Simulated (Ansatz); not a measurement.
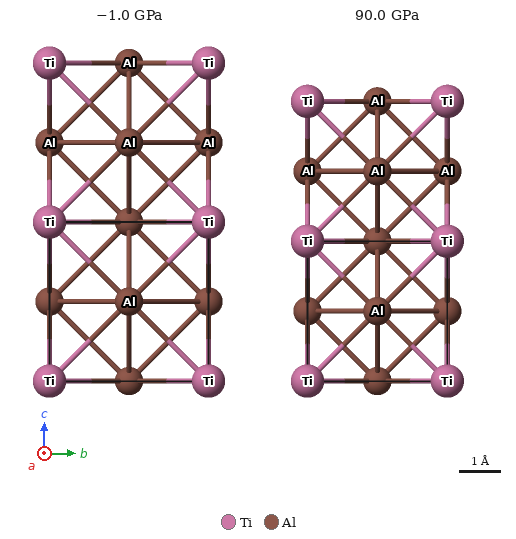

A crystal of TiAl₃ (set up in Pm-3m), relaxed (cell and atoms) at several target pressures. The picture shows the first and the last member. A ball-and-stick model of the cell of the calculation, repeated 1 × 1 × 2 with one cell outlined, seen along the a axis.

Computed with Ansatz 0.2.0: DFT r2SCAN, scalar-relativistic, plane waves, PAW. Settings: plane-wave cutoff 500 eV; k-point mesh 10 × 10 × 10 at −1.0 to 12.0, 12 × 12 × 12 at 25.0 to 90.0 GPa; occupations gaussian; smearing width 0.1 eV; no spin polarisation; cell and atoms relaxed; force threshold 0.008 eV/Å.

```csv
pressure (GPa),volume (Å³/atom),a (Å)
−1.0,15.603,3.967
0.0,15.474,3.956
1.0,15.350,3.945
4.0,?,?
12.0,14.187,3.843
25.0,13.209,3.752
50.0,11.926,3.627
90.0,10.614,3.489
```

**Estimate the missing row from the others, and compare with the calculation.**

Murnaghan's form V = V₀(1 + B′P/B₀)^(−1/B′), with V₀ = 15.474 Å³ from the row at zero pressure, fits the other rows with B₀ = 120 GPa and B′ = 3.31 (largest miss 0.017 Å³). At 4.0 GPa it gives 15.474 × (1 + 3.31 × 4.0/120)^(−1/3.31) = 14.992 Å³ per atom. The calculation gives 14.975 Å³/atom (a = 3.913 Å). The estimate is 0.017 Å³/atom too high. From the first member to the last: Al–Ti 2.805 → 2.467 Å, Al–Al 2.805 → 2.467 Å.

The whole series:

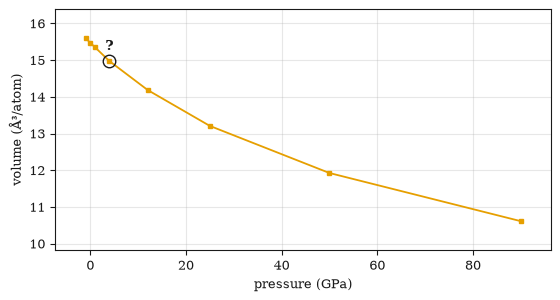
